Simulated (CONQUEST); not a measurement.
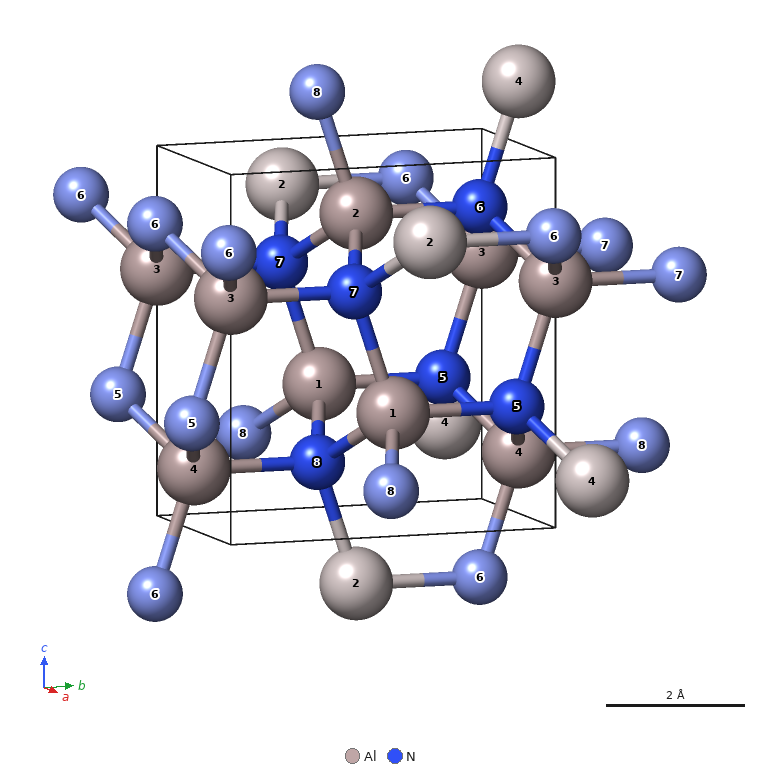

Fig. 1: The input geometry (ball-and-stick view of the cell of the calculation, seen slightly off an axis; neighbours outside the cell are drawn fainter; atoms are numbered from 1 in the order of the input).

# Single-point calculation at one volume of an equation of state, with input and output: AlN

System: AlN (8 atoms in the cell).
Method: Kohn-Sham DFT of a periodic cell, PBE, PseudoDojo NC PBE, no spin polarisation (CONQUEST 1.3).

The structure derives from an entry of the Crystallography Open Database. It belongs to a series of runs on one base structure; here: volume scaled by 1.02.

The input
```
IO.Title AlN
IO.Coordinates coords.dat
IO.FractionalAtomicCoords T
IO.Iprint 2
IO.Iprint_init 1
General.NumberOfSpecies 2
General.PseudopotentialType hamann
AtomMove.TypeOfRun static
AtomMove.FullStress T
Grid.PointsAlongX 36
Grid.PointsAlongY 60
Grid.PointsAlongZ 60
DM.SolutionMethod diagon
Diag.MPMesh T
Diag.GammaCentred T
Diag.MPMeshX 9
Diag.MPMeshY 6
Diag.MPMeshZ 5
Diag.kT 0.00183747
minE.SCTolerance 1e-6
SC.MaxIters 100
IO.AtomChargeOutput T
%block ChemicalSpeciesLabel
1 26.980 Al
2 14.010 N
%endblock
```

Run on 1 thread of AMD EPYC (Zen 5), 16 GiB of memory available, shared host.

Command:
```bash
Conquest
```

The program's output
```
Simulation cell dimensions:     5.9217 a0 x     9.4751 a0 x    10.2566 a0

      Atomic coordinates (a0)
         Atom         X         Y         Z  Species
            1    0.0000    4.7375    3.4189        1
            2    2.9608    4.7375    8.5472        1
            3    0.0000    0.0000    6.8378        1
            4    2.9608    0.0000    1.7094        1
            5    0.0000    8.3381    3.4189        2
            6    2.9608    8.3381    8.5472        2
            7    0.0000    3.6005    6.8378        2
            8    2.9608    3.6005    1.7094        2

         Monkhorst-Pack mesh:   9 x   6 x   5 gamma-centred
        This calculation includes non-local pseudopotentials,
         with a maximum core radius of      8.23709393

    Job title: AlN
    Job to be run: static calculation

    Ground state search:
      Support functions represented with PAO basis
      1:1 PAO to SF mapping
      Non-spin-polarised electrons
      Solving for the K matrix using diagonalisation
      Using Fermi-Dirac smearing

    Integration grid size:     36 x   60 x   60

    Integration grid spacing:  0.164 a0 x 0.158 a0 x 0.171 a0

    Number of species:  2
    --------------------------------------------------------
    |   #  mass (au)  Charge (e)  SF Rad (a0)  NSF  Label  |
    --------------------------------------------------------
    |   1     26.980       3.000        8.547   13  Al     |
    |   2     14.010       5.000        5.812   13  N      |
    --------------------------------------------------------
          SCF tolerance:                 0.00000100
          SCF iterations:               100

    The functional used will be GGA PBE96

           radial cut-off to be used is taken to be max PAO cut-off radius for this species:    8.237094

           greatest ang. mom. for making density from PAOs:  2

           radial cut-off to be used is taken to be max PAO cut-off radius for this species:    5.483972

           greatest ang. mom. for making density from PAOs:  2
    Minimum blocs/proc is     2025. Maximum blocs/proc is     2025
    set_atom_dens: In set_atomic_density, electrons :      32.000000000000
 matrix_size & matrix_size_padH =          104         104

    Screened ion int: energy:     -33.904465051681 Ha

    new_SC_potl: Starting.  Tolerance:  0.10000E-05

    PulayMixSC: Starting Pulay mixing, A_up =  0.500 A_dn =  0.500
    PulayMixSC: Spin non-polarised calculation.
          Harris-Foulkes Energy            :       -51.408962297074197 Ha
          (TS=0 as O(N) or entropic contribution is negligible)
          DFT Total Energy                 :       -50.651931239352869 Ha
          Total number of electrons        :        32.000000000000199
    PulayMixSC: Pulay iteration     1 residual:              0.12828E-01
          Harris-Foulkes Energy            :       -51.152557134463748 Ha
          (TS=0 as O(N) or entropic contribution is negligible)
          DFT Total Energy                 :       -51.064242602070294 Ha
          Total number of electrons        :        32.000025009675262
    PulayMixSC: Pulay iteration     2 residual:              0.60733E-02
          Harris-Foulkes Energy            :       -51.119709308736574 Ha
          (TS=0 as O(N) or entropic contribution is negligible)
          DFT Total Energy                 :       -51.119393906070520 Ha
          Total number of electrons        :        32.000031640471263
    PulayMixSC: Pulay iteration     3 residual:              0.16977E-02
          Harris-Foulkes Energy            :       -51.119661005566471 Ha
          (TS=0 as O(N) or entropic contribution is negligible)
          DFT Total Energy                 :       -51.119657384241897 Ha
          Total number of electrons        :        32.000047878786177
    PulayMixSC: Pulay iteration     4 residual:              0.10415E-03
          Harris-Foulkes Energy            :       -51.119658927743572 Ha
          (TS=0 as O(N) or entropic contribution is negligible)
          DFT Total Energy                 :       -51.119659047344562 Ha
          Total number of electrons        :        32.000046914149685
    PulayMixSC: Pulay iteration     5 residual:              0.73415E-05
          Harris-Foulkes Energy            :       -51.119659067749780 Ha
          (TS=0 as O(N) or entropic contribution is negligible)
          DFT Total Energy                 :       -51.119659062343700 Ha
          Total number of electrons        :        32.000046864211392
    PulayMixSC: Pulay iteration     6 residual:              0.11678E-05
          Harris-Foulkes Energy            :       -51.119659066328175 Ha
          (TS=0 as O(N) or entropic contribution is negligible)
          DFT Total Energy                 :       -51.119659066011621 Ha
          Total number of electrons        :        32.000046869886432
    PulayMixSC: Pulay iteration     7 residual:              0.35030E-06
    PulayMixSC: Reached SCF tolerance of  0.35030E-06 after      7 iterations
      | Number of electrons      =        32.000047
      |* band energy as 2Tr[K.H] =       -16.160931753942581 Ha
      |  screened ion-ion energy =       -33.904465051681477 Ha
      |  Ha correction           =        -2.504650183675544 Ha
      |  XC correction           =         1.450405716159122 Ha
      |* Harris-Foulkes energy   =       -51.119659066328175 Ha
      |* DFT total energy        =       -51.119659066011621 Ha
      |  estimated accuracy      =        -0.000000000316554 Ha

    force: Forces on atoms (Ha/a0)
    force:  Atom   X              Y              Z
    force:     1   0.0000000000  -0.0028437929  -0.0000021314
    force:     2  -0.0000000000  -0.0028437929  -0.0000021314
    force:     3   0.0000000000  -0.0028437929   0.0000021314
    force:     4   0.0000000000  -0.0028437929   0.0000021314
    force:     5  -0.0000000000   0.0028617983  -0.0000093970
    force:     6  -0.0000000000   0.0028617983  -0.0000093970
    force:     7  -0.0000000000   0.0028617983   0.0000093970
    force:     8  -0.0000000000   0.0028617983   0.0000093970

    force: Maximum force :        0.00286180(Ha/a0) on atom         7 in y direction
    force: Force Residual:        0.00285282 Ha/a0
    force: Total stress:         -1.99593505     0.00000000     0.00000000 GPa
                             0.00000000    -3.53683703     0.00000000
                             0.00000000     0.00000000    -1.63881663
    force: Average pressure:      2.39052957 GPa

    force: Finished force
    get_E_and_F: Change in energy during last step of electronic optimisation:  0.14216E-08

    BIBLIOGRAPHY: Please consider citing the following references in the conquest.bib file

    CONQUEST:         Bowler2002pt, Miyazaki2004, Nakata2020
    Basis:            Bowler2019
    DM:               Bowler:2006xr
    Pseudopotentials: Hamann2013, Bowler2019
    XC functional:    Perdew1996
```

File coords.dat
```
    5.9216769550     0.0000000000     0.0000000000
    0.0000000000     9.4750635760     0.0000000000
    0.0000000000     0.0000000000    10.2566453520
8
  0.0000000000   0.5000000000   0.3333333330 1 T T T
  0.5000000000   0.5000000000   0.8333333330 1 T T T
  0.0000000000   0.0000000000   0.6666666670 1 T T T
  0.5000000000   0.0000000000   0.1666666670 1 T T T
  0.0000000000   0.8800000000   0.3333333330 2 T T T
  0.5000000000   0.8800000000   0.8333333330 2 T T T
  0.0000000000   0.3800000000   0.6666666670 2 T T T
  0.5000000000   0.3800000000   0.1666666670 2 T T T
```

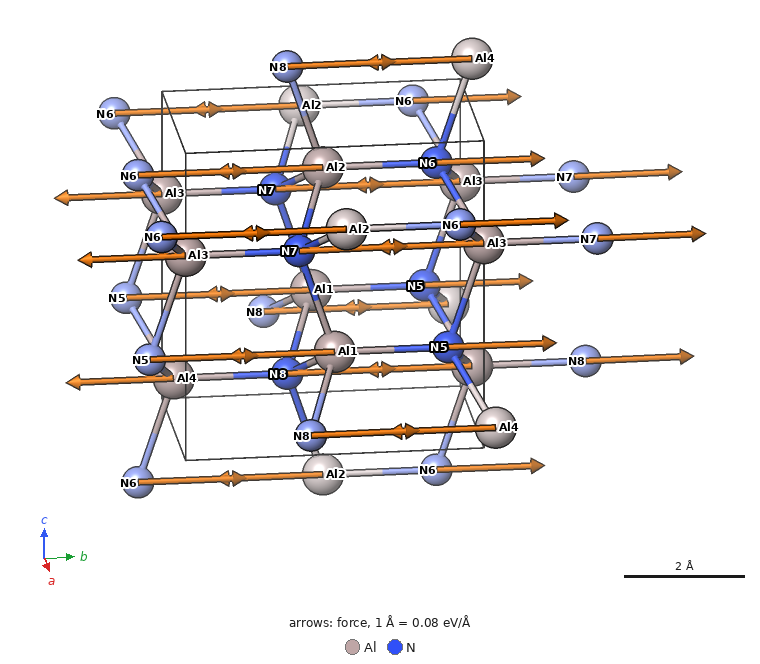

Fig. 2: Forces on the atoms as orange arrows (ball-and-stick view of the cell of the calculation, seen at an oblique angle; neighbours outside the cell are drawn fainter; atoms are numbered from 1 in the order of the input). The largest act on all 4 N atoms (0.15 eV/Å); all 4 Al atoms (0.15 eV/Å). The geometry is not a stationary point of this energy.

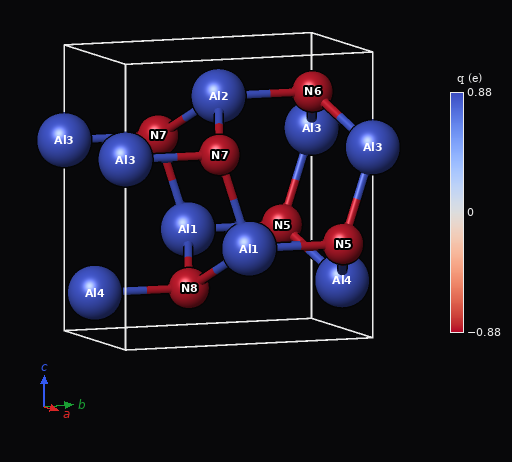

Fig. 3: Mulliken charges, as the colour of each atom (ball-and-stick view of the cell of the calculation, seen slightly off an axis; atoms are numbered from 1 in the order of the input). By element: Al +0.84 and N −0.84 e.

Key numbers

```json
{"quantity": "outcome", "value": "converged"}
{"quantity": "space group (tolerance 0.01 Å)", "value": "P6₃mc (186)"}
{"quantity": "electrons treated", "value": "32"}
{"quantity": "free energy", "value": "−1391.0368 eV"}
{"quantity": "Fermi energy", "value": "−6.248 eV"}
{"quantity": "gap on the k-point mesh", "value": "4.22 eV"}
{"quantity": "pressure", "value": "2.39 GPa"}
{"quantity": "largest force (length of the vector)", "value": "0.147 eV/Å"}
{"quantity": "wall time", "value": "99 s"}
{"quantity": "peak memory", "value": "1.6 GiB"}
```
